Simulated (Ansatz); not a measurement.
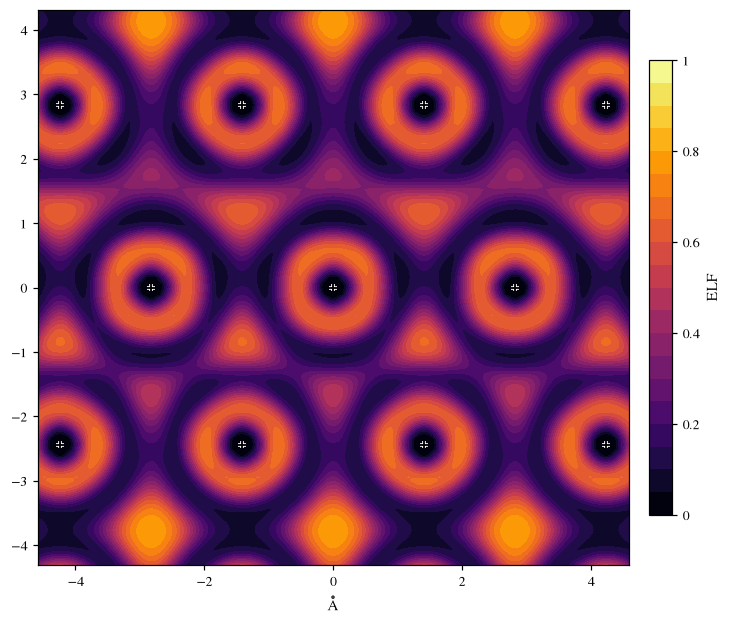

The electron localisation function on a plane through atoms (crosses mark nuclei in the plane).

Level of theory: DFT r2SCAN, scalar-relativistic, plane waves, PAW in Ansatz 0.2.0.

Candidates:
A. P, a = 5.93 Å, b = 20.62 Å, c = 6.65 Å, α = 90.00°, β = 104.68°, γ = 90.00°. Space group Pm; a structure from a database of computed crystals, not necessarily the ambient phase; changed on purpose from its base cell (strain +0.050 along x and y, +0.050 along z, atoms carried along); not relaxed (largest force 1.3 eV/Å); computed pressure about −2 GPa in this cell.
B. Ti, a = 2.82 Å, b = 4.57 Å, c = 7.91 Å, α = 90.00°, β = 90.00°, γ = 90.00°. Space group Amm2; a structure from a database of computed crystals, not necessarily the ambient phase; changed on purpose from its base cell (atom 1 (Ti) moved by (+0.000, -0.200) A along x and y); not relaxed (largest force 0.8 eV/Å); computed without spin polarisation.
C. CaF2, a = 3.86 Å, b = 3.86 Å, c = 9.46 Å, α = 90.00°, β = 90.00°, γ = 60.00°. Space group Fm-3m.

Q: Which candidate gave the map?

A: Candidate B: Ti on the (010) plane of the conventional cell, which holds Ti. Ti–Ti (2.82 Å): the ELF is about 0.15 at the midpoint (no localised pair shows between them).
